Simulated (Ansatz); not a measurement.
MoSe

Input

```
crystal:
  lattice:
    - [0.0, 2.6101627283, 2.6101627283]
    - [5.2203254566, 2.6101627283, 2.6101627283]
    - [5.2203254566, 5.2203254566, 0.0]
  atoms:
    - { symbol: Mo, position: [1.0, 0.0, 0.0], spin: 2.0 }
    - { symbol: Se, position: [0.5, 0.5, 0.0] }
    - { symbol: Mo, position: [1.0, 0.0, 0.5], spin: -2.0 }
    - { symbol: Se, position: [0.5, 0.5, 0.5] }
basis:
  ecutwfc: 420
kpoints:
  mp_grid: { grid: [14, 14, 7] }
hamiltonian:
  xc: pbe
scf:
  occupations: { method: gaussian, width: 0.1 }
  lower_state_search: "off"
output:
  forces: true
  stress: true
  eigenvalues: true
  populations: true
  write_density: true
  write_potential: true
  elf: true
  volumetric_format: npy
magnetization:
  spin_polarized: true
```

Command:

```sh
ansatz run input.yaml --threads 1 --pin off --max-ram 2560MiB --backend cpu --events-out ev --progress --plain --runs-dir out
```

Below, planes, directions and counts refer to the cell of the magnetic structure (a = 3.69 Å, b = 3.69 Å, c = 5.22 Å, α = 90.00°, β = 90.00°, γ = 90.00°).

Space group Fm-3m; started from the rock salt prototype, which need not be the ambient phase; computed pressure about 7 GPa in this cell; spin-polarised.

All numbers below come from Ansatz, DFT PBE, scalar-relativistic, plane waves, PAW.

Core electrons are frozen (PAW), and the valence fields are smoothed inside the atomic spheres.

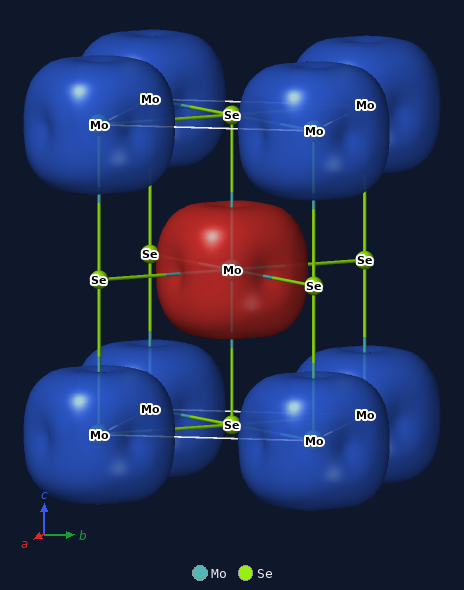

Figure 1. Isosurfaces of the spin density at +0.06 (blue) and −0.06 e/Å³ (red), seen slightly off an axis. Sticks mark near contacts.

**Describe the spin distribution.**

The spin density sits on Mo: +1.6 μB and −1.6 μB in one cell of 4 atoms: antiferromagnetic in this solution, which needn't be the ground state, with some nearest magnetic neighbours parallel and some opposed. The cell of the calculation (4 atoms) carries 0.0 μB of net spin moment.

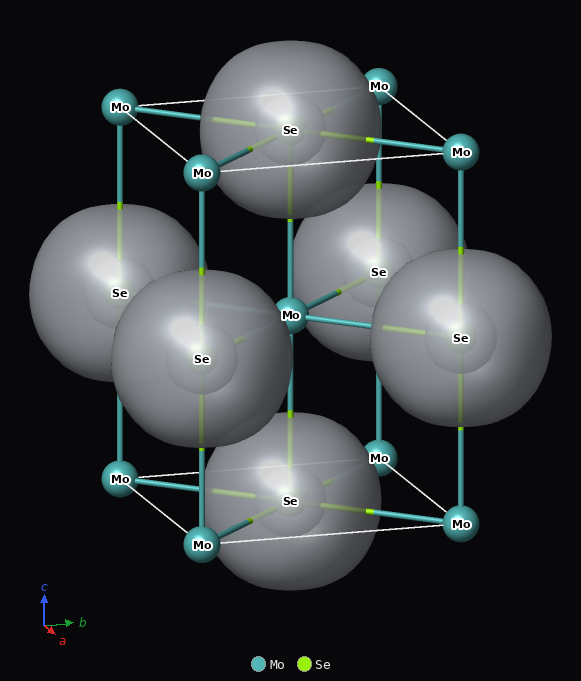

Figure 2. Isosurface of the ELF at 0.55 (grey), seen slightly off an axis. Core shells and regions of very low density are left out. Sticks mark near contacts.

**Where are the electrons localised?**

The surface consists of two regions wrapped around Se (the valence shell of each), counted in one cell of 4 atoms. Any copies at cell faces, edges or corners count once. Along the contacts the grid gives the following. Mo–Se (2.61 Å): the ELF is about 0.35 at the midpoint.

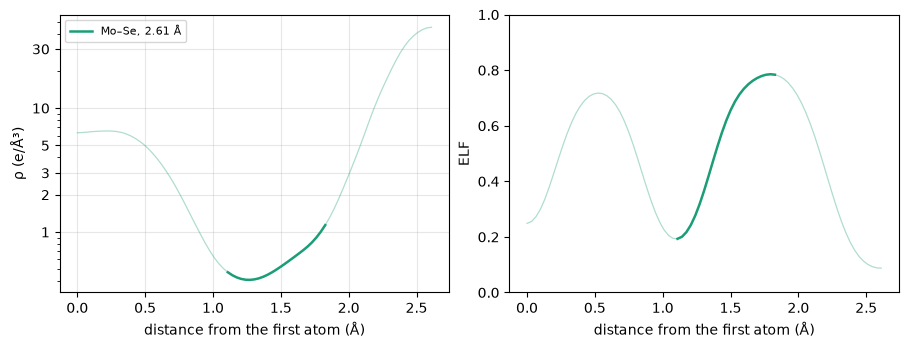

Figure 3. Valence electron density and ELF along straight lines between neighbouring atoms. Thin, pale parts lie inside the atomic spheres.

**What can be read from the curves?**

Mo–Se (2.61 Å): ρ is about 0.41 e/Å³ halfway; the ELF is about 0.35 at the midpoint.

**Does the calculation give a band gap?**

It is gapless in this calculation (a metal or semimetal); semilocal functionals without U, or without the true magnetic order, often close the gap of such compounds.
